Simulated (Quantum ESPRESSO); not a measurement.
**A series of single points on Zn**

System: Zn (Im-3m, 1 atom in the cell).
Method: Kohn-Sham DFT of a periodic cell, PBE, SSSP 1.3 efficiency PBE, no spin polarisation (Quantum ESPRESSO 7.5).

The 7 runs differ only in the geometry, by an even scaling of the cell at fixed fractional positions. The structure derives from a Materials Project entry.

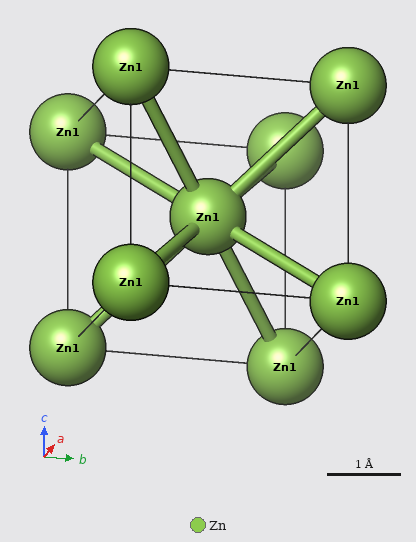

Figure 1. The structure of run 4 (ball-and-stick view of the cell 2 times as large as that of the calculation, set on its symmetry axes, seen at an oblique angle; atoms are numbered from 1 in the order of the input).

### The input of run 4
```
&CONTROL
  calculation = 'scf'
  prefix = 'pwscf'
  outdir = './tmp'
  pseudo_dir = './pseudo'
  tprnfor = .true.
  tstress = .true.
  disk_io = 'low'
/
&SYSTEM
  ibrav = 0
  nat = 1
  ntyp = 1
  ecutwfc = 55
  ecutrho = 440
  nbnd = 16
  occupations = 'smearing'
  smearing = 'fd'
  degauss = 0.00367493
/
&ELECTRONS
  conv_thr = 2d-10
  electron_maxstep = 120
  mixing_beta = 0.5
/
ATOMIC_SPECIES
Zn    65.3800 Zn_pbe_v1.uspp.F.UPF
CELL_PARAMETERS angstrom
  -1.5690370000    1.5690370000    1.5690370000
   1.5690370000   -1.5690370000    1.5690370000
   1.5690370000    1.5690370000   -1.5690370000
ATOMIC_POSITIONS crystal
Zn     0.0000000000    0.0000000000    0.0000000000
K_POINTS automatic
12 12 12 0 0 0
```

### File pp_density.in of run 4
```
&INPUTPP
  prefix = 'pwscf'
  outdir = './tmp'
  filplot = 'density.dat'
  plot_num = 0
/
&PLOT
  nfile = 1
  filepp(1) = 'density.dat'
  iflag = 3
  output_format = 6
  fileout = 'density.cube'
/
```

### File pp_potential.in of run 4
```
&INPUTPP
  prefix = 'pwscf'
  outdir = './tmp'
  filplot = 'potential.dat'
  plot_num = 11
/
&PLOT
  nfile = 1
  filepp(1) = 'potential.dat'
  iflag = 3
  output_format = 6
  fileout = 'potential.cube'
/
```

Command:
```bash
OMP_NUM_THREADS=1 pw.x -in pw.in > pw.out
OMP_NUM_THREADS=1 pp.x -in pp_density.in > pp_density.out
OMP_NUM_THREADS=1 pp.x -in pp_potential.in > pp_potential.out
```

Run 2 has the same physical settings and fractional positions; its lattice vectors (Å) are:
```
  -1.547831    1.547831    1.547831
   1.547831   -1.547831    1.547831
   1.547831    1.547831   -1.547831
```

### Results, with one run withheld

```tsv
run	volume per atom (Å³)	free energy per atom, from the lowest run given (meV)	pressure (GPa)
1	14.524	10.34	3.86
2	14.833	?	?
3	15.142	0.71	0.77
4	15.451	0.00	−0.51
5	15.760	1.63	−1.65
6	16.069	5.33	−2.65
7	16.378	10.84	−3.52
```

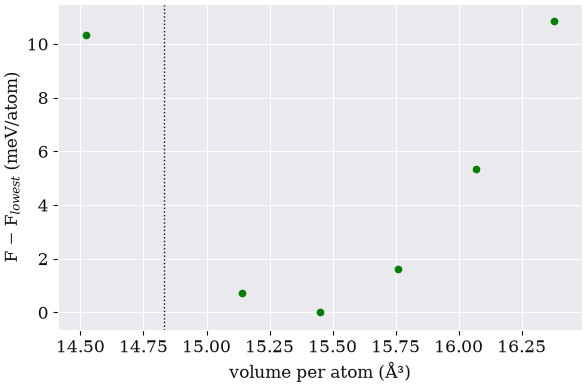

Figure 2. Free energy per atom of the runs given; the dotted line marks run 2.

Fit the runs given and predict run 2.

A cubic polynomial in V^(−2/3) (the Birch–Murnaghan form), fitted to the 6 runs given, misses them by at most 0.01 meV per atom. With x = V^(−2/3) − 0.16063 Å⁻², it reads F = 0.22161 − 525.43 x + 2.5231e+05 x² + 8.2274e+05 x³ (meV per atom). At run 2 it gives 4.04 meV per atom, and the run itself gives 4.05. The slope of the fit gives a pressure −dF/dV of 2.47 GPa there, and the run prints 2.21 GPa. The two needn't agree exactly: the fit is approximate, and the printed stress is taken on a finite basis. The fit has its minimum at 15.384 Å³ per atom, where V d²F/dV² gives 61.7 GPa: the bulk modulus at this level, since symmetry fixes the shape and the positions.

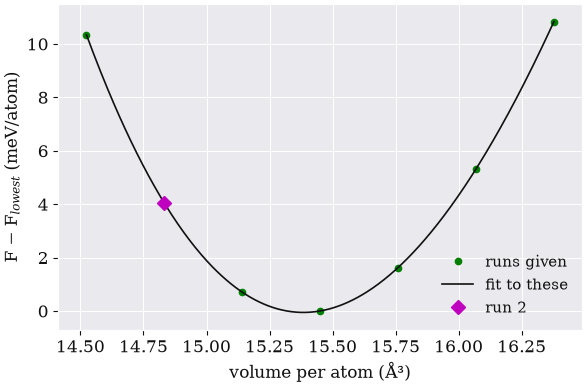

Figure 3. The fit and the withheld run.

### Some lines of the output (run 2)
```
[...]
     unit-cell volume          =     100.0985 (a.u.)^3
     number of k points=    72  Fermi-Dirac smearing, width (Ry)=  0.0037
     total energy              =    -461.53643710 Ry
     total energy              =    -461.54503137 Ry
     total energy              =    -461.54778333 Ry
     total energy              =    -461.54780006 Ry
     total energy              =    -461.54780555 Ry
     total energy              =    -461.54780687 Ry
     the Fermi energy is    14.0611 ev
!    total energy              =    -461.54780687 Ry
     The total energy is F=E-TS. E is the sum of the following terms:
     Computing stress (Cartesian axis) and pressure
          total   stress  (Ry/bohr**3)                   (kbar)     P=       22.13
```
